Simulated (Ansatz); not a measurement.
**Ge3Si: single-point calculation**

The run: single-point calculation of Ge3Si (Pm-3m, 4 atoms in the cell). Method and program: DFT r2SCAN, scalar-relativistic, plane waves, PAW, no spin polarisation (Ansatz 0.2.0).

The structure was made by swapping elements on the sites of another compound; it need not be a known phase. It belongs to a series of runs on one base structure; here: Cu3Au (L1_2) type (Pm-3m, No. 221).

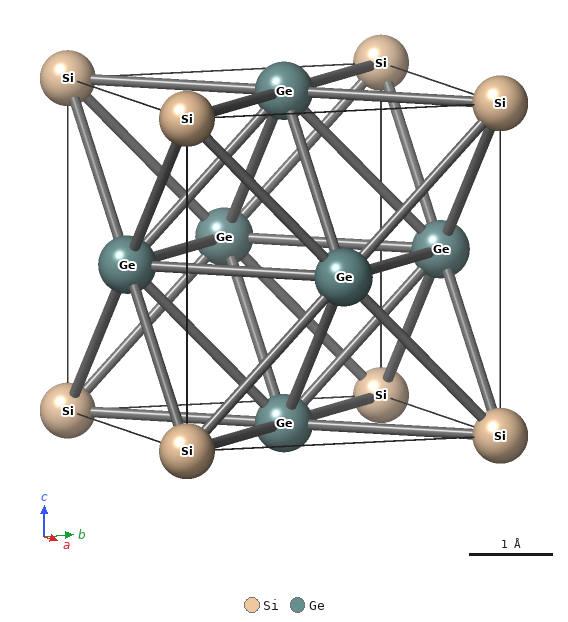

The input geometry (ball-and-stick view of the cell of the calculation, seen slightly off an axis). Near neighbours in the crystal (not all of them lie inside the picture): Si has 12 Ge at 2.87 Å; Ge has 8 Ge at 2.87 Å and 4 Si at 2.87 Å.

Input
```yaml
crystal:
  lattice:
    - [4.0528818138, 0.0, 0.0]
    - [0.0, 4.0528818138, 0.0]
    - [0.0, 0.0, 4.0528818138]
  atoms:
    - { symbol: Si, position: [0.0, 0.0, 0.0] }
    - { symbol: Ge, position: [0.0, 0.5, 0.5] }
    - { symbol: Ge, position: [0.5, 0.0, 0.5] }
    - { symbol: Ge, position: [0.5, 0.5, 0.0] }
basis:
  ecutwfc: 500
kpoints:
  mp_grid: { grid: [4, 4, 4] }
hamiltonian:
  xc: r2scan
scf:
  occupations: { method: gaussian, width: 0.1 }
  lower_state_search: "off"
output:
  forces: true
  stress: true
  eigenvalues: true
```

Run as:
```bash
ansatz run input.yaml --threads 1 --pin off --max-ram 2560MiB --backend cpu --events-out ev --progress --plain --runs-dir out
```

Log
```
Engine: ansatz 0.2.0, x86_64-unknown-linux-gnu
Pseudopotentials: kind: paw
Pseudopotential: Si, paw, valence charge 4, recommended cutoff 500 eV (meta_gga), Si.paw.azcp
Pseudopotential: Ge, paw, valence charge 14, recommended cutoff 500 eV (meta_gga), Ge.paw.azcp
Functional definition: r2SCAN
  parameter k0 = 0.174
  parameter k1 = 0.065
  parameter a1 = 4.9479
  exchange = r2scan_x(k0 = k0, k1 = k1, a1 = a1)
  correlation = r2scan_c
Crystal: 4 atoms, lattice volume = 66.572 Å³
Basis set: ecut = 500 eV, 1743 PW (Γ), exchange–correlation on 120×120×120 points (64 copies of the dense FFT grid, shifted against one another)
Bands: 28, of which v1, the nominal top of the filled ones, is band 23 counted from 1 (22 counted from 0)
Symmetry: 48 space group operations
Space group: Pm-3m (ITA 221), of the structure as read, at distance tolerance 4.1e-5 Å
k-points: 10 of 64
Non-local potential: Si, projectors of the file, l = 0: 2, l = 1: 2, l = 2: 2
Non-local potential: Ge, projectors of the file, l = 0: 2, l = 1: 2, l = 2: 3, l = 3: 1
PAW form: soft (Blöchl's): semilocal exchange-correlation on the pseudo side does not see the compensation charge
PAW frozen core: Si, regenerated for the run's functional (the file was generated under x = pbe(κ = 0.804, μ = 0.2195149727645171), c = pbe(β = 0.06672455060314922))
PAW frozen core: Ge, regenerated for the run's functional (the file was generated under x = pbe(κ = 0.804, μ = 0.2195149727645171), c = pbe(β = 0.06672455060314922))
PAW one-centre angular grid: Si, 302 points (default); XC on 160 Gauss nodes
PAW one-centre angular grid: Ge, 590 points (default); XC on 160 Gauss nodes
Initial density: superposition of atomic densities (neutral atoms: chi_scale 0, normalization atom), corrected by the library's trained network
Initial wavefunctions: pseudopotential atomic-orbital guess
Functional: x = r2scan, c = r2scan; τ floored in thin density (d = 2e-4 eV/Å³)
SCF iter   1: F=-13544.937803 eV  HF=-13544.946825 eV  |F-HF|=9.02e-3  |Δ(HF+E_count)|=         —  Δρ=5.77e-3  dr2=2.46e-2  dr2_τ=3.92e-3  ethr=1.77e-3  ⟨swp⟩=5.9  Hψ=1170  notcnv=0
preconditioner: auto → Resta (q_TF=auto, 2.565 Å⁻¹)  ε∞=3.0  [insulator: Δε(μ)=0.277 eV  Ē_g=21.834 eV  σ=0.100 eV  W_gap=0.50  n_scr=18 (ndim 8)  ℏωp=30.9 eV  f_vac=0.000  D(μ)=1.82/eV (n_scr^D=18)  ε∞_Penn≈3.0]
SCF iter   2: F=-13544.972329 eV  HF=-13544.971389 eV  |F-HF|=9.40e-4  |Δ(HF+E_count)|=   2.46e-2  Δρ=1.41e-3  dr2=1.05e-3  dr2_τ=6.68e-5  ethr=5.35e-5  ⟨swp⟩=2.0  Hψ=673  notcnv=0  defer=7
SCF iter   3: F=-13544.972939 eV  HF=-13544.972202 eV  |F-HF|=7.36e-4  |Δ(HF+E_count)|=   8.14e-4  Δρ=9.72e-4  dr2=5.17e-4  dr2_τ=5.69e-6  ethr=2.29e-6  ⟨swp⟩=2.0  Hψ=545  notcnv=0  defer=7
SCF iter   4: F=-13544.973171 eV  HF=-13544.973087 eV  |F-HF|=8.34e-5  |Δ(HF+E_count)|=   8.85e-4  Δρ=2.80e-4  dr2=5.48e-5  dr2_τ=4.47e-7  ethr=1.12e-6  ⟨swp⟩=2.0  Hψ=396  notcnv=0  defer=7
SCF iter   5: F=-13544.973198 eV  HF=-13544.973197 eV  |F-HF|=1.74e-6  |Δ(HF+E_count)|=   1.09e-4  Δρ=5.11e-5  dr2=1.43e-6  dr2_τ=8.89e-9  ethr=1.19e-7  ⟨swp⟩=2.0  Hψ=356  notcnv=0  defer=7
SCF iter   6: F=-13544.973199 eV  HF=-13544.973199 eV  |F-HF|=1.97e-8  |Δ(HF+E_count)|=   2.34e-6  Δρ=5.72e-6  dr2=2.49e-8  dr2_τ=1.99e-10  ethr=2.17e-10  ⟨swp⟩=6.2  Hψ=1349  notcnv=0
SCF 1 converged in 6 iterations: F = -13544.973199 eV  dr2 = 2.49e-8
  greatest PAW one-centre occupation: 0.998 electrons in one spin orbital (limit 2), on the Ge atom at site 1 (counted from 0), in its partial waves of l = 2
SCF converged after 6 iterations
Free energy (F): -13544.973199 eV
Harris-Foulkes:  -13544.973199 eV  (|F-HF|=1.97e-8)
Internal energy: -13544.964374 eV  (E = F + TS)
E sigma→0 (E₀):  -13544.968787 eV
Entropy (-TS):   -0.008825 eV (-2.206 meV/atom)
Fermi energy:    11.962911 eV
--- Per-component energies (eV) ---
  E_band       = -304.250489
  E_kinetic    = 374.019607
  E_local      = -6669.212226  (includes V_loc(G=0)·N_el)
  E_nonlocal   = 1274.846025
  E_hartree    = 2957.603062
  E_xc         = -261.253711
  E_vxc        = -258.690702  (∫ρ·V_xc dr)
  E_paw        = -6608.581764  (= ΣΔE_a)
  E_vpaw       = -955.075260  (= ΣTr[D̂ρ^β])
  E_aug_tail   = 0.000053  (compensation charges beyond the density's cutoff)
  E_vtau       = 14.658366  (kinetic-family band-sum trace: ∫τ·v_τ [+ j·A + Jᵃ·Aᵃ] dr)
  E_ewald      = -4609.051691
  E_core_change = -3.333730  (= ΣΔE_core)
  E_smearing   = -0.008825  (= −TS)
  E_closure    = -0.000000  (closes the sum)
  Σ components = -13544.973199   (vs F -13544.973199, Δ=0.00e0)
--- Forces (eV/Å), atoms counted from 1 ---
  atom   1  Si     0.00000000     0.00000000     0.00000000
  atom   2  Ge     0.00000000    -0.00000000    -0.00000000
  atom   3  Ge     0.00000000    -0.00000000    -0.00000000
  atom   4  Ge     0.00000000    -0.00000000    -0.00000000
  max |Σ_I F_I| component: 3.54e-29 eV/Å
--- Stress (GPa, compression-positive) ---
        9.829950       0.000000       0.000000
        0.000000       9.829950       0.000000
        0.000000      -0.000000       9.829950
  P = ⅓ Tr σ = 9.8299 GPa (98.299 kbar)
--- Band table (eV; the first three rows and the last of 10) ---
  k-point 0: bands = ["-13.5193", "-13.5193", "-13.5193", "-13.5062", "-13.4448", "-13.4448", "-13.3868", "-13.3868", "-13.3868", "-13.3520", "-13.3520", "-13.3117", "-13.2920", "-13.2920", "-13.2920", "-2.8086", "6.4232", "6.4232", "6.7841", "6.7841", "6.7841", "7.3262", "14.9383", "14.9383", "14.9383", "15.1432", "15.1432", "15.1432"]
  k-point 1: bands = ["-13.5146", "-13.4893", "-13.4893", "-13.4854", "-13.4417", "-13.4268", "-13.3914", "-13.3885", "-13.3885", "-13.3690", "-13.3517", "-13.3268", "-13.3253", "-13.3253", "-13.2920", "-2.2084", "2.6022", "6.8081", "7.4110", "7.4144", "7.4144", "11.8573", "12.2219", "12.2219", "12.7961", "12.9481", "15.6443", "15.6443"]
  k-point 2: bands = ["-13.5094", "-13.4569", "-13.4343", "-13.4276", "-13.4276", "-13.4045", "-13.4045", "-13.3992", "-13.3980", "-13.3964", "-13.3759", "-13.3759", "-13.3549", "-13.3480", "-13.2920", "-0.5611", "-0.2310", "7.3580", "7.9686", "9.2088", "9.2088", "9.3320", "9.3320", "11.1916", "11.4337", "17.0710", "17.4113", "17.4113"]
  k-point 9: bands = ["-13.4707", "-13.4667", "-13.4667", "-13.4667", "-13.4531", "-13.4531", "-13.4531", "-13.3700", "-13.3700", "-13.3700", "-13.3678", "-13.3678", "-13.3084", "-13.3084", "-13.3084", "3.4584", "3.4584", "3.4584", "4.5300", "5.3083", "5.3592", "5.3592", "5.3592", "19.9640", "19.9640", "19.9640", "20.3351", "20.3351"]
```

Summary

- outcome: converged
- space group (tolerance 0.01 Å): Pm-3m (221)
- electrons treated: 46
- free energy: −13544.9732 eV
- Fermi energy: 11.963 eV
- gap on the k-point mesh: none (metallic)
- pressure: 9.83 GPa
- largest force (length of the vector): under 0.001 eV/Å
- hardware: 1 thread of Intel Xeon (Granite Rapids), 192 GiB of memory available, shared host
- wall time: 1.8 s
- peak memory: 0.46 GiB

Remarks

The cell is under a pressure of 9.8 GPa at this level, so it is not at its equilibrium volume.
